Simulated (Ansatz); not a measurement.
Single-point calculation, with input and output: Ti18O35 (charge +1) (part 3 of 3)

Ti18O35 (defect cell, 53 atoms in the cell, total charge +1); DFT PBE, scalar-relativistic, plane waves, PAW, spin-polarised (Ansatz 0.2.0); cutoff 420 eV, 2×1×2 k-mesh, Gaussian smearing of 0.05 eV, collinear spins. The structure derives from a Materials Project entry.

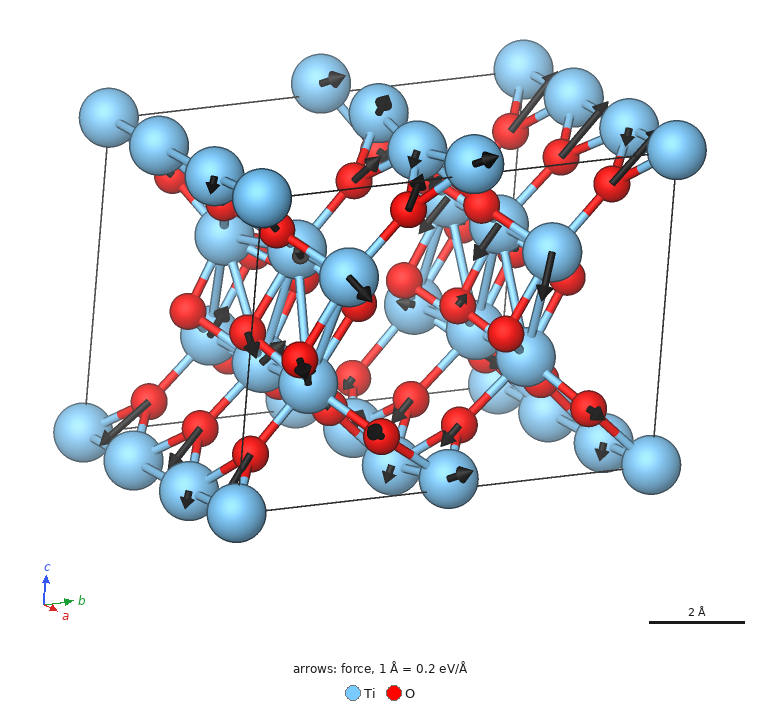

*Forces on the atoms as black arrows (ball-and-stick view of the cell of the calculation, seen slightly off an axis).*

The largest act on O19, O23 (0.32 eV/Å); O21 (0.32 eV/Å); O48 (0.28 eV/Å); O52 (0.25 eV/Å), among others. Atoms are counted from 1 in the order of the input and aren't labelled in the picture. 

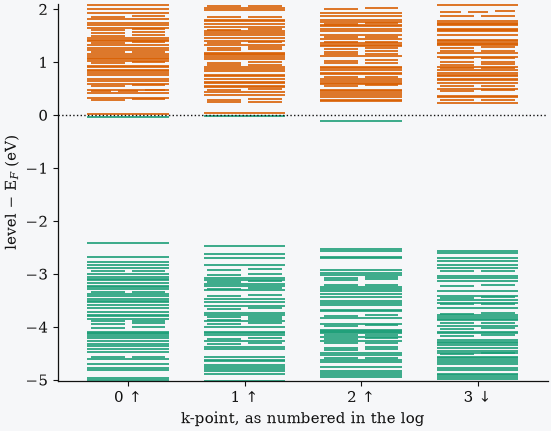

*Kohn–Sham levels near the Fermi level (dotted) at the few k-points that the log prints; levels within 0.02 eV of each other stand side by side.*

Among these points the highest filled and lowest empty levels are 0.03 eV apart, which is the gap on the mesh.

**Results in brief**

- outcome: converged
- electrons treated: 425
- free energy: −64935.0628 eV
- Fermi energy: 10.108 eV
- gap on the k-point mesh: 0.03 eV
- net moment of the cell: 0.97 μB
- integrated absolute moment: 1.14 μB
- largest force (length of the vector): 0.325 eV/Å
- wall time: 1.7 min (CPU time 13 min)
- peak memory: 4.9 GiB

**Remarks**

The cell is charged and computed with a neutralising background, so its energy and pressure depend on the cell and aren't those of a real crystal. The k-point mesh is coarse for a cell of this size, so the results may not be converged.
